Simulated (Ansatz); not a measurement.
# Energy of Nb along an even scaling of the cell

System: Nb (Im-3m, 1 atom in the cell).
Method: Kohn-Sham DFT of a periodic cell, PBEsol, spin-orbit coupling, Ansatz PAW, no spin polarisation (Ansatz 0.2.0).

The 7 runs differ only in the geometry, by an even scaling of the cell at fixed fractional positions. The structure derives from an entry of the Crystallography Open Database.

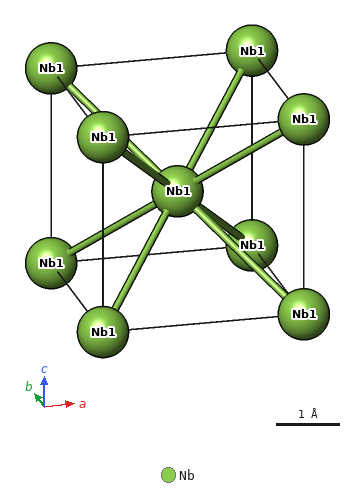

Figure 1. The structure of run 4 (ball-and-stick view of the cell 2 times as large as that of the calculation, set on its symmetry axes, seen at an oblique angle; atoms are numbered from 1 in the order of the input).

### Input of run 4
```yaml
crystal:
  lattice:
    - [-1.66395, 1.66395, 1.66395]
    - [1.66395, -1.66395, 1.66395]
    - [1.66395, 1.66395, -1.66395]
  atoms:
    - { symbol: Nb, position: [0.0, 0.0, 0.0] }
hamiltonian:
  xc: pbesol
  pseudopotentials: { kind: paw_fr }
magnetization:
  noncollinear: true
  spin_orbit: true
kpoints:
  mp_grid: { grid: [11, 11, 11] }
scf:
  occupations: { method: fermi_dirac, width: 0.05 }
output:
  forces: true
  stress: true
  eigenvalues: true
```

Command:
```bash
ansatz run input.yaml --threads 2 --pin off --max-ram 5120MiB --backend cpu --events-out ev --progress --plain --runs-dir out
```

Lattice vectors (Å) and fractional positions of run 4:
```
  -1.663950    1.663950    1.663950
   1.663950   -1.663950    1.663950
   1.663950    1.663950   -1.663950
Nb  0.000000  0.000000  0.000000
```

Run 3 differs from it as follows:
```diff
-    - [-1.66395, 1.66395, 1.66395]
-    - [1.66395, -1.66395, 1.66395]
-    - [1.66395, 1.66395, -1.66395]
+    - [-1.6527822138, 1.6527822138, 1.6527822138]
+    - [1.6527822138, -1.6527822138, 1.6527822138]
+    - [1.6527822138, 1.6527822138, -1.6527822138]
```

### Results, with one run withheld

| run | volume per atom (Å³) | free energy per atom, from the lowest run given (meV) | pressure (GPa) |
| --- | --- | --- | --- |
| 1 | 17.322 | 2.10 | 2.86 |
| 2 | 17.691 | 0.00 | −0.98 |
| 3 | 18.060 | ? | ? |
| 4 | 18.428 | 20.56 | −7.76 |
| 5 | 18.797 | 41.88 | −10.73 |
| 6 | 19.165 | 69.71 | −13.43 |
| 7 | 19.534 | 103.45 | −15.86 |

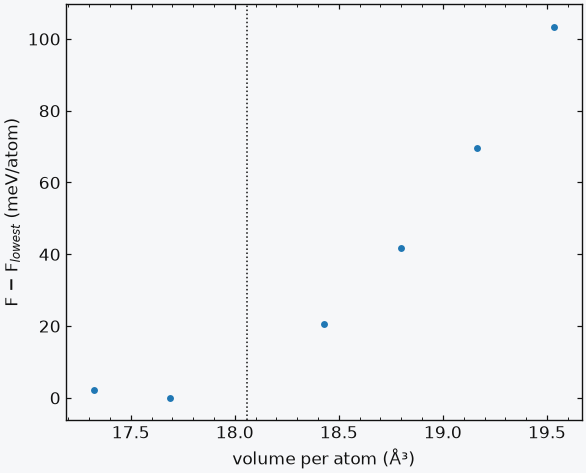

Figure 2. Free energy per atom of the runs given; the dotted line marks run 3.

Estimate the energy of run 3 from the others.

A cubic polynomial in V^(−2/3) (the Birch–Murnaghan form), fitted to the 6 runs given, misses them by at most 0.04 meV per atom. With x = V^(−2/3) − 0.14316 Å⁻², it reads F = 22.224 − 9707.2 x + 1.0562e+06 x² − 2.3808e+06 x³ (meV per atom). At run 3 it gives 6.40 meV per atom, and the run itself gives 6.38. The slope of the fit gives a pressure −dF/dV of −4.53 GPa there, and the run prints −4.51 GPa. The fit has its minimum at 17.594 Å³ per atom, where V d²F/dV² gives 181 GPa: the bulk modulus at this level, since symmetry fixes the shape and the positions.

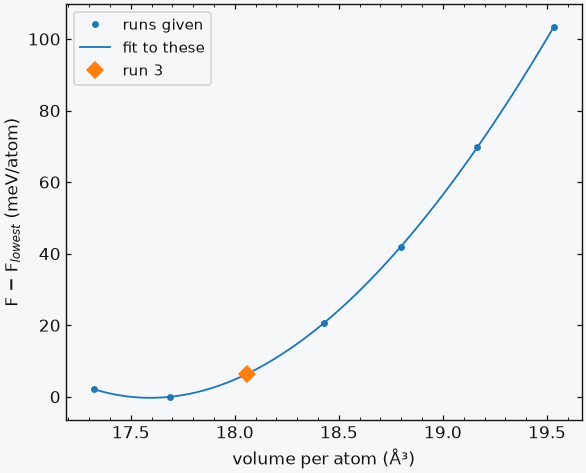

Figure 3. The fit and the withheld run.

### Output, shortened to warnings, some set-up lines, iterations and results (run 3)
```
Basis set: ecut = 420 eV, 369 PW (Γ), exchange–correlation on 40×40×40 points (8 copies of the dense FFT grid, shifted against one another)
Symmetry: 48 space group operations + 48 with time reversal
k-points: 56 of 1331
Initial density: superposition of atomic densities (chi_scale 0.1, normalization cell)
[...]
SCF iter   1: F=—  HF=-4496.955669 eV  |F-HF|=—  |Δ(HF+E_count)|=         —  Δρ=8.11e-2  dr2=1.34e0  dr2_m=0.00e0 (ungated)  ethr=3.10e-3  |M|=0.00e0 ∫|m|=0.00e0 μB  …
SCF iter   2: F=—  HF=-4496.538843 eV  |F-HF|=—  |Δ(HF+E_count)|=   4.17e-1  Δρ=4.40e-2  dr2=3.25e-1  dr2_m=0.00e0 (ungated)  ethr=3.10e-3  |M|=0.00e0 ∫|m|=0.00e0 μB  …
SCF iter   3: F=—  HF=-4496.424472 eV  |F-HF|=—  |Δ(HF+E_count)|=   1.14e-1  Δρ=1.24e-2  dr2=9.76e-3  dr2_m=0.00e0 (ungated)  ethr=2.50e-3  |M|=0.00e0 ∫|m|=0.00e0 μB  …
SCF iter   4: F=—  HF=-4496.423022 eV  |F-HF|=—  |Δ(HF+E_count)|=   1.45e-3  Δρ=1.26e-3  dr2=3.38e-4  dr2_m=0.00e0 (ungated)  ethr=7.51e-5  |M|=0.00e0 ∫|m|=0.00e0 μB  …
SCF iter   5: F=—  HF=-4496.422891 eV  |F-HF|=—  |Δ(HF+E_count)|=   1.31e-4  Δρ=1.09e-4  dr2=1.01e-6  dr2_m=0.00e0 (ungated)  ethr=2.60e-6  |M|=0.00e0 ∫|m|=0.00e0 μB  …
SCF iter   6: F=—  HF=-4496.422891 eV  |F-HF|=—  |Δ(HF+E_count)|=   1.14e-7  Δρ=1.32e-5  dr2=3.35e-8  dr2_m=0.00e0 (ungated)  ethr=7.69e-10  |M|=0.00e0 ∫|m|=0.00e0 μB  …
SCF iter   7: F=-4496.422891 eV  HF=-4496.422891 eV  |F-HF|=1.66e-10  |Δ(HF+E_count)|=   1.27e-8  Δρ=1.09e-6  dr2=2.16e-10  dr2_m=0.00e0 (ungated)  ethr=2.58e-10  |M|=0.00e0 …
SCF 1 converged in 7 iterations: F = -4496.422891 eV  dr2 = 2.16e-10
SCF converged after 7 iterations
Magnetization: |M| = 0.0000 μB,  M = (+0.0000, +0.0000, +0.0000) μB
Absolute magnetization: 0.0000 μB (∫|m|)
  site 0: m = (+0.0000, +0.0000, +0.0000) μB, |m| = 0.0000 μB  (R = 1.18 Å)
Free energy (F): -4496.422891 eV
Harris-Foulkes:  -4496.422891 eV  (|F-HF|=1.66e-10)
Internal energy: -4496.407814 eV  (E = F + TS)
E sigma→0 (E₀):  -4496.415353 eV
Entropy (-TS):   -0.015077 eV (-15.077 meV/atom)
Fermi energy:    17.539972 eV
--- Per-component energies (eV) ---
  E_band       = -69.535443
  E_kinetic    = 394.730385
  E_local      = -696.005634  (includes V_loc(G=0)·N_el)
  E_nonlocal   = 121.516718
  E_hartree    = 215.790794
  E_xc         = -174.370237
  E_vxc        = -212.364468  (∫ρ·V_xc dr)
  E_paw        = -3018.666667  (= ΣΔE_a)
  E_vpaw       = -108.994455  (= ΣTr[D̂ρ^β])
  E_aug_tail   = 0.000005  (compensation charges beyond the density's cutoff)
  E_ewald      = -1339.592780
  E_core_change = 0.189602  (= ΣΔE_core)
  E_smearing   = -0.015077  (= −TS)
  E_closure    = 0.000000  (closes the sum)
  Σ components = -4496.422891   (vs F -4496.422891, Δ=0.00e0)
--- Forces (eV/Å), atoms counted from 1 ---
  atom   1  Nb    -0.00000000     0.00000000     0.00000000
  max |Σ_I F_I| component: 1.41e-30 eV/Å
--- Stress (GPa, compression-positive) ---
       -4.514694      -0.000000      -0.000000
        0.000000      -4.514694       0.000000
       -0.000000      -0.000000      -4.514694
  P = ⅓ Tr σ = -4.5147 GPa (-45.147 kbar)
```
